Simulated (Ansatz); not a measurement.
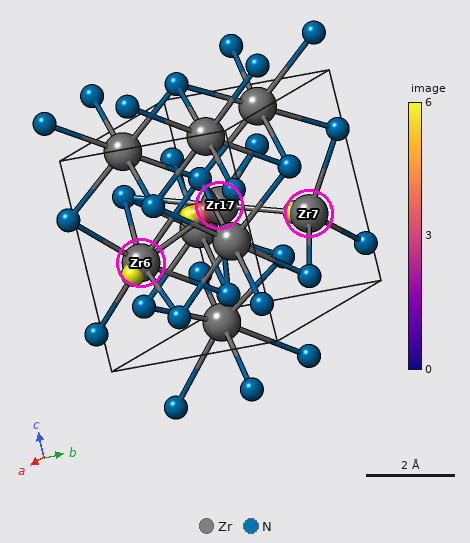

NEB run on a defect cell of composition Zr$_{9}$N$_{8}$ (17 atoms in the cell). Images are numbered from 0 (start) to 6 (end). The start is drawn whole; smaller spheres mark the moving atoms (Zr) in the later images, joined by lines and coloured by the number of the image. The picture is a ball-and-stick view of the reduced simulation cell (origin moved), seen slightly off an axis. The atoms that move most are ringed. Lengths and directions refer to the drawn axes. Bonds to atoms that aren't drawn are left out.

Computed with DFT PBE, scalar-relativistic, plane waves, PAW in Ansatz.

Input file:
```yaml
crystal:
  lattice:
    - [0.0, 4.5945978683, -4.5945978683]
    - [4.5945978683, 4.5945978683, 0.0]
    - [4.5945978683, 0.0, -4.5945978683]
  atoms:
    - { symbol: Zr, position: [0.2513328227, 0.7514547798, 0.2511160152] }
    - { symbol: Zr, position: [0.2520102852, 0.2508662959, 0.2519591028] }
    - { symbol: Zr, position: [0.7528725565, 0.7514605193, 0.2511931063] }
    - { symbol: Zr, position: [0.7407294693, 0.2282827515, 0.2972317909] }
    - { symbol: Zr, position: [0.2512220344, 0.751426589, 0.7528662912] }
    - { symbol: Zr, position: [0.2971048711, 0.2282790065, 0.7406423915] }
    - { symbol: Zr, position: [0.7129933039, 0.8684378757, 0.7126563286] }
    - { symbol: Zr, position: [0.7408521753, 0.228265911, 0.7405269672] }
    - { symbol: "N", position: [0.4693591558, 0.4977933131, 0.0196711548] }
    - { symbol: "N", position: [0.4881445921, 9.25531e-05, 0.0304258944] }
    - { symbol: "N", position: [1.0197603857, 0.4977995688, 0.0197365015] }
    - { symbol: "N", position: [0.996573618, 0.0171810653, -0.0035342583] }
    - { symbol: "N", position: [0.4987779656, 0.5102600075, 0.4988839848] }
    - { symbol: "N", position: [0.4881695531, -9.25531e-05, 0.4881441946] }
    - { symbol: "N", position: [1.019730156, 0.4978247908, 0.4695461089] }
    - { symbol: "N", position: [1.0308066109, -0.0001436978, 0.4879902589] }
    - { symbol: Zr, position: [0.8497550611, 0.4569000477, 0.8501468661] }
basis:
  ecutwfc: 420
  xc_grid: 2
kpoints:
  mp_grid: { grid: [4, 4, 4], shift: [0.0, 0.0, 0.0] }
hamiltonian:
  xc: pbe
scf:
  occupations: { method: gaussian, width: 0.1 }
output:
  forces: true
neb:
  images: 5
  f_tol: 0.05
  max_iterations: 70
  order_check: false
  final_atoms:
    - { symbol: Zr, position: [0.2514605193, 0.7511931063, 0.2444738179] }
    - { symbol: Zr, position: [0.251426589, 0.2528662912, 0.2444850855] }
    - { symbol: Zr, position: [0.7508662959, 0.7519591028, 0.2451643161] }
    - { symbol: Zr, position: [0.728265911, 0.2405269672, 0.2903549465] }
    - { symbol: Zr, position: [0.2514547798, 0.7511160152, 0.7460963823] }
    - { symbol: Zr, position: [0.3684378757, 0.2126563286, 0.7059124917] }
    - { symbol: Zr, position: [0.7282827515, 0.7972317909, 0.7337559883] }
    - { symbol: Zr, position: [0.7282790065, 0.2406423915, 0.7339737309] }
    - { symbol: "N", position: [0.5171810653, 0.4964657417, -0.010220425] }
    - { symbol: "N", position: [0.4999074469, -0.0118558054, 0.0237788054] }
    - { symbol: "N", position: [0.9977933131, 0.5196711548, 0.0131763763] }
    - { symbol: "N", position: [0.9978247908, -0.0304538911, 0.0128989444] }
    - { symbol: "N", position: [0.5000925531, 0.5304258944, 0.4813369604] }
    - { symbol: "N", position: [0.4998563022, -0.0120097411, 0.4813468281] }
    - { symbol: "N", position: [0.9977995688, 0.5197365015, 0.4627035439] }
    - { symbol: "N", position: [1.0102600075, -0.0011160152, 0.492078042] }
    - { symbol: Zr, position: [0.9569000477, 0.3501468661, 0.8431980251] }
```

Command:
```bash
ansatz run input.yaml --threads 4 --pin off --max-ram 10240MiB --backend cpu --events-out ev --progress --plain --runs-dir out
```

> What moves, how far, and at what cost in energy?

A Zr atom travels furthest, 0.70 Å from end to end, along [1 −1 0], on a straight line. It doesn't move alone: Zr (0.38 Å), Zr (0.38 Å) move with it. The barrier is about 0.130 eV in both directions, with image 3 at the top; the ends have the same energy. The band is converged.

Limits of the set-up: the periodic images lie only 6.5 Å apart, so the values are limited by the cell's size.

The run took 4.9 min on 4 threads of Intel(R) Xeon(R) 6975P-C (Granite Rapids), on a shared host, peak memory 2.8 GiB.
